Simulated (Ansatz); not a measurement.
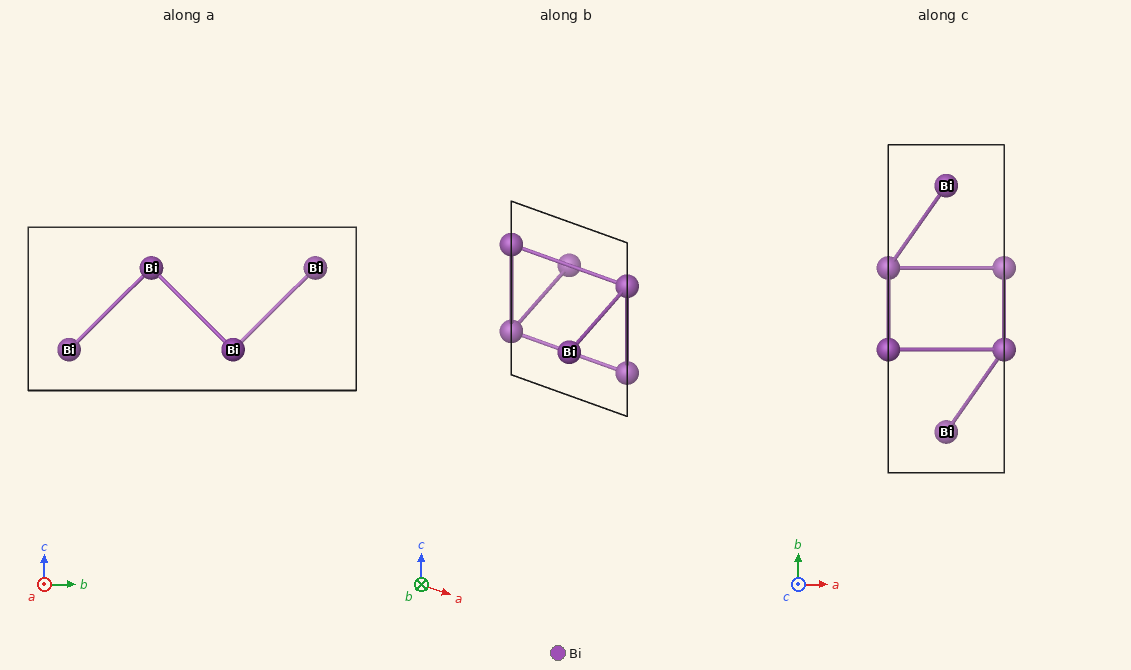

This ball-and-stick model is shown along the a axis, along the b axis and along the c axis. The outline marks the conventional unit cell.

Lattice parameters: a = 3.5071 Å, b = 9.3498 Å, c = 4.9490 Å, α = 90.000°, β = 109.782°, γ = 90.000°.

### Give the atomic positions as a CIF with its space group and independent sites.

```cif
data_structure
_symmetry_space_group_name_H-M 'C 2/c'
_symmetry_Int_Tables_number 15
_cell_length_a 3.5071
_cell_length_b 9.3498
_cell_length_c 4.9490
_cell_angle_alpha 90.000
_cell_angle_beta 109.782
_cell_angle_gamma 90.000
_cell_volume 152.70
loop_
_atom_site_label
_atom_site_type_symbol
_atom_site_symmetry_multiplicity
_atom_site_Wyckoff_symbol
_atom_site_fract_x
_atom_site_fract_y
_atom_site_fract_z
_atom_site_occupancy
Bi1 Bi 4 e 0.5000 0.8755 0.7500 1
```

The model was built from a structure type filled with this element by a generator (whether the element takes this form wasn't checked). Earlier steps of the study may have refined or changed the cell and positions. It was the input of a calculation with Ansatz.
